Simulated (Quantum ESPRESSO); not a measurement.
# BP (F-43m): zone-centre phonons

Aim: the zone-centre modes of BP (F-43m).

Program: Quantum ESPRESSO 7.5. Level of theory: DFT LDA, scalar-relativistic, plane waves, PseudoDojo norm-conserving pseudopotentials. Results are calculated unless marked as measured.

**1. The structure**

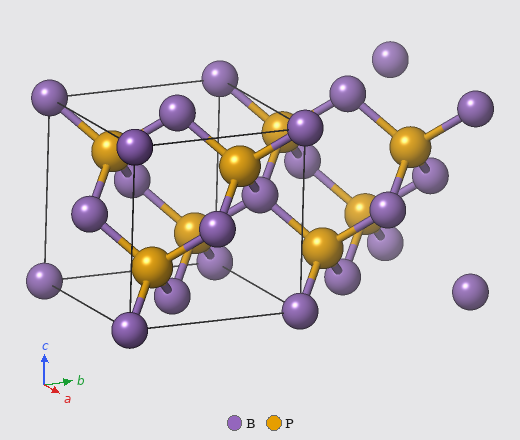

The cell as given, slightly off an axis (boron purple, phosphorus orange). 1×2×1 cells are drawn. This picture shows the conventional cell, with its axes. Bonds to atoms that aren't drawn are left out. Some periodic images of atoms are drawn too.

**2. A first look**

Before anything dear is run, a loose run with smearing shows whether this is a metal and how far the cell is from rest.

probe.in reads:

```
&CONTROL
  calculation = 'scf'
  prefix      = 'x'
  outdir      = './tmp'
  pseudo_dir  = './pseudo'
  tprnfor     = .true.
  tstress     = .true.
  verbosity   = 'high'
/
&SYSTEM
  ibrav       = 0
  nat         = 2
  ntyp        = 2
  ecutwfc     = 84.0
  occupations = 'smearing'
  smearing    = 'gaussian'
  degauss     = 0.01
/
&ELECTRONS
  conv_thr         = 1.0d-07
  mixing_beta      = 0.7
  electron_maxstep = 100
/
ATOMIC_SPECIES
 B      10.8100  B.upf
 P      30.9738  P.upf
CELL_PARAMETERS angstrom
    -2.269000000    0.000000000    2.269000000
     0.000000000    2.269000000    2.269000000
    -2.269000000    2.269000000    0.000000000
ATOMIC_POSITIONS crystal
 B      0.000000000   0.000000000   0.000000000
 P      0.250000000   0.250000000   0.250000000
K_POINTS automatic
 6 6 6 0 0 0
```

Started as:

```
> OMP_NUM_THREADS=1 mpirun -n 4 pw.x -nk 4 -in probe.in > probe.out
```

Output:

```text
[banners, grids, parts of the stress and lines that vanish by symmetry left out]
Program PWSCF v.7.5
     Message from routine setup:
     using ibrav=0 with symmetry is DISCOURAGED, use correct ibrav instead
[...]
kinetic-energy cutoff     =      84.0000  Ry
     charge density cutoff     =     336.0000  Ry
     scf convergence threshold =      1.0E-07
[...]
Exchange-correlation= SLA  PW   NOGX NOGC
                           (   1   4   0   0   0   0   0)
[...]
24 Sym. Ops. (no inversion) found
[...]
(     0          1          0      )
                  (     0          0          1      )
[...]
(  0.0000000  1.0000000  0.0000000 )
                  ( -0.0000000 -0.0000000  1.0000000 )
[...]
(     1          0         -1      )
                  (     0          0         -1      )
[...]
(  0.0000000  1.0000000  0.0000000 )
[...]
(    -1          0          1      )
                  (    -1          0          0      )
[...]
( -0.0000000 -0.0000000  1.0000000 )
                  (  0.0000000 -1.0000000 -0.0000000 )
[...]
number of k points=    16  Gaussian smearing, width (Ry)=  0.0100
[...]
End of self-consistent calculation
[...]
the Fermi energy is     9.6463 ev
!    total energy              =     -19.88983981 Ry
[...]
convergence has been achieved in   6 iterations
[...]
atom    1 type  1   force =    -0.00000000    0.00000000    0.00000000
     atom    2 type  2   force =    -0.00000000    0.00000000   -0.00000000
[...]
Total force =     0.000000     Total SCF correction =     0.000000
[...]
total   stress  (Ry/bohr**3)                   (kbar)     P=      -54.31
[...]
XML data file, charge density, pseudopotentials, collected wavefunctions

   JOB DONE.
```

It took 2 s on 4 MPI ranks of Intel Xeon Platinum 8375C at 2.90GHz (Ice Lake), shared host.

Numbers from this step:

| Item | Value |
| --- | --- |
| volume per atom | 11.68 Å³ |
| pressure | -5.431 GPa |
| gap on the k-mesh | 1.315 eV |

A gap of 1.3 eV opens on this mesh, so the crystal is taken as an insulator; the start stands at -5.4 GPa.

**3. Relaxing the cell and atoms**

The relaxation runs at a cutoff a fifth above that of the response, since stress converges more slowly with the basis than frequencies do. Forces and stress are brought to rest with tight thresholds.

relax.in reads:

```
&CONTROL
  calculation   = 'vc-relax'
  prefix        = 'x'
  outdir        = './tmp'
  pseudo_dir    = './pseudo'
  tprnfor       = .true.
  tstress       = .true.
  forc_conv_thr = 2.0d-05
  etot_conv_thr = 1.0d-07
  nstep         = 40
/
&SYSTEM
  ibrav       = 0
  nat         = 2
  ntyp        = 2
  ecutwfc     = 101
  occupations = 'fixed'
  nbnd        = 6
/
&ELECTRONS
  conv_thr         = 1.0d-11
  mixing_beta      = 0.7
  electron_maxstep = 100
/
&IONS
/
&CELL
  press_conv_thr = 0.2
/
ATOMIC_SPECIES
 B      10.8100  B.upf
 P      30.9738  P.upf
CELL_PARAMETERS angstrom
    -2.269000000    0.000000000    2.269000000
     0.000000000    2.269000000    2.269000000
    -2.269000000    2.269000000    0.000000000
ATOMIC_POSITIONS crystal
 B      0.000000000   0.000000000   0.000000000
 P      0.250000000   0.250000000   0.250000000
K_POINTS automatic
 10 10 10 0 0 0
```

Started as:

```
> OMP_NUM_THREADS=1 mpirun -n 4 pw.x -nk 4 -in relax.in > relax.out
```

Output:

```text
[banners, grids, parts of the stress and lines that vanish by symmetry left out]
[banner, memory and clock lines left out]
Program PWSCF v.7.5

[...]
kinetic-energy cutoff     =     101.0000  Ry
     charge density cutoff     =     404.0000  Ry
     scf convergence threshold =      1.0E-11
[...]
energy convergence thresh.=      1.0E-07
     force convergence thresh. =      2.0E-05
     press convergence thresh. =      2.0E-01
     Exchange-correlation= SLA  PW   NOGX NOGC
                           (   1   4   0   0   0   0   0)
[...]
24 Sym. Ops. (no inversion) found
[...]
number of k points=    47
[...]
End of self-consistent calculation
[...]
highest occupied, lowest unoccupied level (ev):     9.0220   10.2231
!    total energy              =     -19.89112472 Ry
[...]
convergence has been achieved in  10 iterations
[...]
atom    1 type  1   force =    -0.00000000    0.00000000   -0.00000000
     atom    2 type  2   force =     0.00000000   -0.00000000    0.00000000
     Total force =     0.000000     Total SCF correction =     0.000000
[...]
total   stress  (Ry/bohr**3)                   (kbar)     P=      -55.50
[...]
number of bfgs steps    =   0
[...]
CELL_PARAMETERS (angstrom)
[...]
ATOMIC_POSITIONS (crystal)
B               -0.0000000000        0.0000000000        0.0000000000
P                0.2500000000        0.2500000000        0.2500000000
[...]
New effective cutoffs (rho, wfc):  409.23  102.91
[...]
End of self-consistent calculation
[...]
highest occupied, lowest unoccupied level (ev):     9.4088   10.5781
!    total energy              =     -19.89211472 Ry
[...]
convergence has been achieved in   7 iterations
[...]
atom    1 type  1   force =    -0.00000000   -0.00000000   -0.00000000
     atom    2 type  2   force =     0.00000000    0.00000000    0.00000000
     Total force =     0.000000     Total SCF correction =     0.000000
[...]
total   stress  (Ry/bohr**3)                   (kbar)     P=       -9.35
[...]
number of bfgs steps    =   1
[...]
CELL_PARAMETERS (angstrom)
[...]
ATOMIC_POSITIONS (crystal)
B               -0.0000000000       -0.0000000000        0.0000000000
P                0.2500000000        0.2500000000        0.2500000000
[...]
New effective cutoffs (rho, wfc):  410.78  103.30
[...]
End of self-consistent calculation
[...]
highest occupied, lowest unoccupied level (ev):     9.4868   10.6497
!    total energy              =     -19.89214105 Ry
[...]
convergence has been achieved in   9 iterations
[...]
atom    1 type  1   force =    -0.00000000    0.00000000    0.00000000
     atom    2 type  2   force =     0.00000000    0.00000000   -0.00000000
     Total force =     0.000000     Total SCF correction =     0.000000
[...]
total   stress  (Ry/bohr**3)                   (kbar)     P=        0.45
[...]
number of bfgs steps    =   2
[...]
CELL_PARAMETERS (angstrom)
[...]
ATOMIC_POSITIONS (crystal)
B                0.0000000000       -0.0000000000        0.0000000000
P                0.2500000000        0.2500000000        0.2500000000
[...]
New effective cutoffs (rho, wfc):  410.71  103.29
[...]
End of self-consistent calculation
[...]
highest occupied, lowest unoccupied level (ev):     9.4832   10.6464
!    total energy              =     -19.89214111 Ry
[...]
convergence has been achieved in   6 iterations
[...]
atom    1 type  1   force =    -0.00000000   -0.00000000    0.00000000
     atom    2 type  2   force =     0.00000000    0.00000000    0.00000000
     Total force =     0.000000     Total SCF correction =     0.000000
[...]
total   stress  (Ry/bohr**3)                   (kbar)     P=       -0.00
[...]
bfgs converged in   4 scf cycles and   3 bfgs steps
[...]
End of BFGS Geometry Optimization
     Final enthalpy           =     -19.8921411072 Ry
     File ./tmp/x.bfgs deleted, as requested
[...]
CELL_PARAMETERS (angstrom)
[...]
ATOMIC_POSITIONS (crystal)
B                0.0000000000       -0.0000000000        0.0000000000
P                0.2500000000        0.2500000000        0.2500000000
[...]
Final scf calculation at the relaxed structure.
[...]
kinetic-energy cutoff     =     101.0000  Ry
     charge density cutoff     =     404.0000  Ry
     scf convergence threshold =      1.0E-13
[...]
press convergence thresh. =      2.0E-01
     Exchange-correlation= SLA  PW   NOGX NOGC
                           (   1   4   0   0   0   0   0)
[...]
24 Sym. Ops. (no inversion) found
[...]
number of k points=    47
[...]
c_bands:  1 eigenvalues not converged
     c_bands:  1 eigenvalues not converged
     c_bands:  1 eigenvalues not converged
     c_bands:  1 eigenvalues not converged
     c_bands:  1 eigenvalues not converged
[...]
End of self-consistent calculation
[...]
highest occupied, lowest unoccupied level (ev):     9.4832   10.6464
!    total energy              =     -19.89213972 Ry
[...]
convergence has been achieved in  10 iterations
[...]
atom    1 type  1   force =     0.00000000    0.00000000    0.00000000
     atom    2 type  2   force =    -0.00000000   -0.00000000   -0.00000000
     Total force =     0.000000     Total SCF correction =     0.000000
[...]
total   stress  (Ry/bohr**3)                   (kbar)     P=       -0.01
[...]
XML data file, charge density, pseudopotentials, collected wavefunctions
```

Elapsed: 16 s, on 4 MPI ranks; 64 s of CPU time.

Relaxation path:

```
step  energy less that of the first step (eV)  largest force (eV/Å)  pressure (GPa)  volume (Å³)
   1                                   0.0000                0.0000           -5.55        23.36
   2                                  -0.0135                0.0000           -0.93        22.71
   3                                  -0.0138                0.0000            0.04        22.58
   4                                  -0.0138                0.0000            0.00        22.59
   5                                  -0.0138                0.0000            0.00        22.59
```

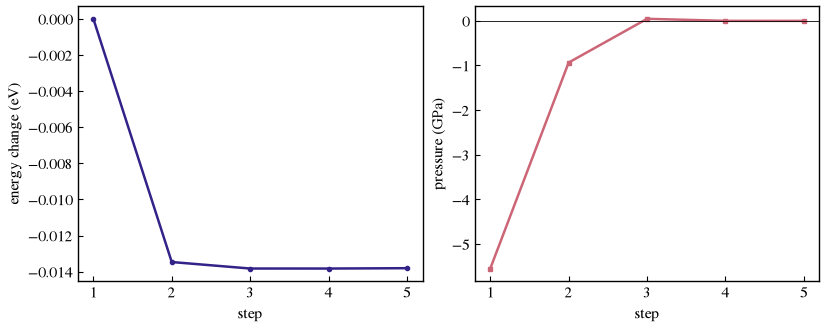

Energy and pressure along the relaxation.

```
conventional cell, symmetrised  before  after  change
                         a (Å)   4.538  4.487  -1.1 %
                         b (Å)   4.538  4.487  -1.1 %
                         c (Å)   4.538  4.487  -1.1 %
              volume (Å³/atom)   11.68  11.29  -3.3 %
```

The relaxed structure:

```
B P
1.0
    -2.24355    0.00000    2.24355
     0.00000    2.24355    2.24355
    -2.24355    2.24355    0.00000
B P
1 1
Direct
  0.00000 0.00000 0.00000
  0.25000 0.25000 0.25000
```

The last row of the table of steps is pw.x's closing run on a basis chosen anew for the final cell, so its energy can jump.

Read from the output:

```yaml
volume_per_atom: 11.29 Å³
pressure: -0.001 GPa
gap_on_the_k_mesh: 1.163 eV
```

The volume changes by -3.3 % from the cell with which this run began.

**4. Self-consistent run for the response**

The response is built on this ground state, so it is converged far tighter than an energy would need. With a gap, occupations are fixed, which also allows the response to an electric field.

scf.in reads:

```
&CONTROL
  calculation = 'scf'
  prefix      = 'x'
  outdir      = './tmp'
  pseudo_dir  = './pseudo'
  tprnfor     = .true.
  tstress     = .true.
/
&SYSTEM
  ibrav       = 0
  nat         = 2
  ntyp        = 2
  ecutwfc     = 84.0
  occupations = 'fixed'
  nbnd        = 6
/
&ELECTRONS
  conv_thr         = 1.0d-12
  mixing_beta      = 0.7
  electron_maxstep = 100
/
ATOMIC_SPECIES
 B      10.8100  B.upf
 P      30.9738  P.upf
CELL_PARAMETERS angstrom
    -2.243553679    0.000000000    2.243553679
     0.000000000    2.243553679    2.243553679
    -2.243553679    2.243553679    0.000000000
ATOMIC_POSITIONS crystal
 B      0.000000000   0.000000000   0.000000000
 P      0.250000000   0.250000000   0.250000000
K_POINTS automatic
 12 12 12 0 0 0
```

Started as:

```
> OMP_NUM_THREADS=1 mpirun -n 4 pw.x -nk 4 -in scf.in > scf.out
```

Output:

```text
[banners, grids, parts of the stress and lines that vanish by symmetry left out]
[banner, memory and clock lines left out]
Program PWSCF v.7.5

[...]
kinetic-energy cutoff     =      84.0000  Ry
     charge density cutoff     =     336.0000  Ry
     scf convergence threshold =      1.0E-12
[...]
Exchange-correlation= SLA  PW   NOGX NOGC
                           (   1   4   0   0   0   0   0)
[...]
24 Sym. Ops. (no inversion) found
[...]
number of k points=    72
[...]
c_bands:  1 eigenvalues not converged
[...]
End of self-consistent calculation
[...]
highest occupied, lowest unoccupied level (ev):     9.4831   10.6405
!    total energy              =     -19.89214088 Ry
[...]
convergence has been achieved in  10 iterations
[...]
atom    1 type  1   force =    -0.00000000    0.00000000   -0.00000000
     atom    2 type  2   force =    -0.00000000    0.00000000   -0.00000000
     Total force =     0.000000     Total SCF correction =     0.000000
[...]
total   stress  (Ry/bohr**3)                   (kbar)     P=       -0.10
[...]
XML data file, charge density, pseudopotentials, collected wavefunctions
```

Wall time 4.6 s (4 MPI ranks); 18 s of CPU time.

This step gave:

| Property | Result |
| --- | --- |
| pressure | -0.01 GPa |
| gap on the k-mesh | 1.157 eV |

The cell stands at -0.01 GPa, close enough for phonons.

(Part 1 of 4 ends here.)

[Host names and launcher messages were left out of these logs when they were recorded.]

[Logs are printed without paths, hosts, clocks, repeated set-up lines and the standing remarks that a program may print on its own settings, such as how far it seeks lower states.]

[Hosts, paths, dates, database ids (printed as entryN), source tags and the programs' standing remarks are cut or masked in the printed files.]
